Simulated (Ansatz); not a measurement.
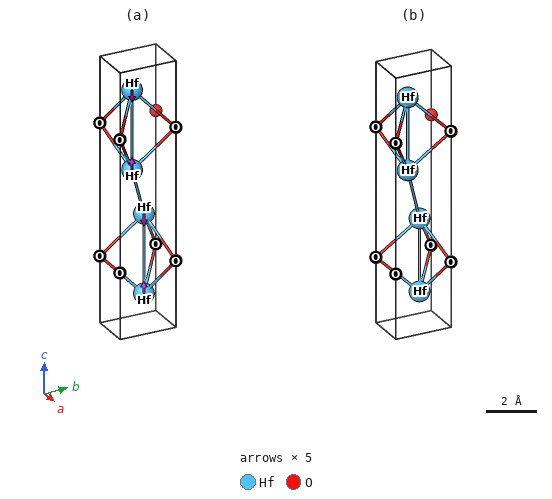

The structure of a crystal of Hf$_{2}$O (a generated structure, set up in P6_3/mmc) (coarse preliminary run) before (left) and after (right) a relaxation, at one scale. The purple arrows give the displacements (the part carried along by the change of the cell is left out), 5 times their true length.

A ball-and-stick model of the cell of the calculation, seen slightly off an axis.

Case: S → O on all its sites, cell and atoms relaxed.

Level of theory: DFT r2SCAN, scalar-relativistic, plane waves, PAW (Ansatz). (plane-wave cutoff 500 eV; k-point mesh 6 × 6 × 2; occupations gaussian; smearing width 0.1 eV; no spin polarisation; cell and atoms relaxed; force threshold 0.05 eV/Å; at most 60 steps)

Q: Summarise the run.

A: After 4 accepted moves (5 points after the start) the energy has fallen by 100.0 meV per atom. The largest force component goes from 2.7 to 0.021 eV/Å. Pressure: −4.09 GPa at the start and 0.00 GPa at the end. The SCF was repeated once at an unchanged geometry on a basis and grid sized afresh for the cell, which shifted the energy by 0.2 meV per atom at most. The largest moves relative to the cell, 0.11 Å, are those of Hf atoms. O stays in place. The volume changes by −4.1 %, with a = b 3.181 → 3.148 Å (−1.0 %), c 11.045 → 10.822 Å (−2.0 %). Near-neighbour distances that change, for instance: Hf–Hf 3.307 → 3.025 Å, Hf–Hf 2.877 → 2.999 Å, Hf–O 2.471 → 2.364 Å, Hf–Hf 3.181 → 3.148 Å. Bond angles that change, for instance: Hf–O–Hf 84.0° → 79.5°, Hf–O–Hf 80.1° → 83.5°. The space group stays P6_3/mmc (No. 194). The run took 62 s on 1 thread of Oxide Virtual Turin-like Processor (Zen 5), with other jobs on the host, peak memory 0.66 GiB.
